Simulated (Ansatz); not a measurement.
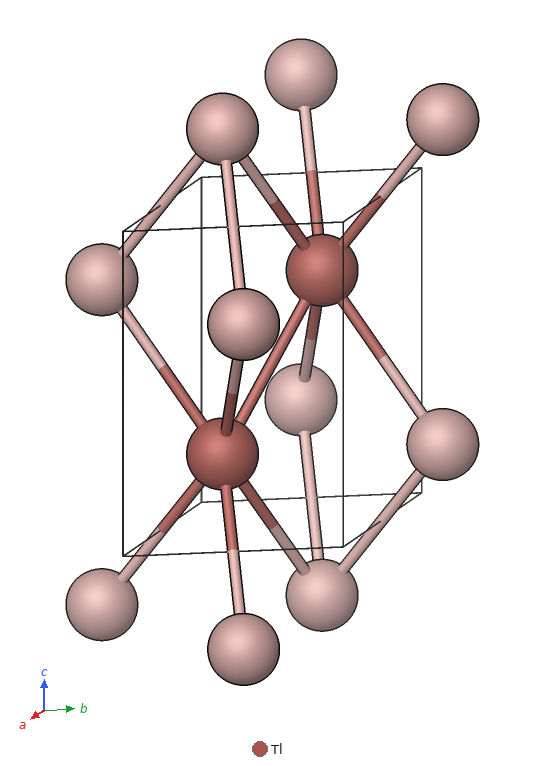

View slightly off an axis, drawn as a ball-and-stick model. Thin lines show the conventional unit cell, with boundary atoms drawn in all their periodic places. Neighbours across the faces are drawn wherever a bond reaches them, in fainter colours. Cell: a = 3.643 Å, b = 3.643 Å, c = 5.490 Å, α = 90.00°, β = 90.00°, γ = 120.00°.

- The element is thallium.
- The structure has P6_3/mmc (No. 194) symmetry and a primitive hexagonal lattice.
- The prototype is hexagonal close-packed (Mg type).
- The cell holds two atoms.
- Tl bonds to six Tl at about 3.5 Å.
- The bonds build a three-dimensional framework.

The structure was taken from a structure listed in the Materials Project, with elements exchanged, so it need not be a known form of the compound. The geometry is the end of a relaxation with Ansatz, DFT PBE, scalar-relativistic, plane waves, PAW.
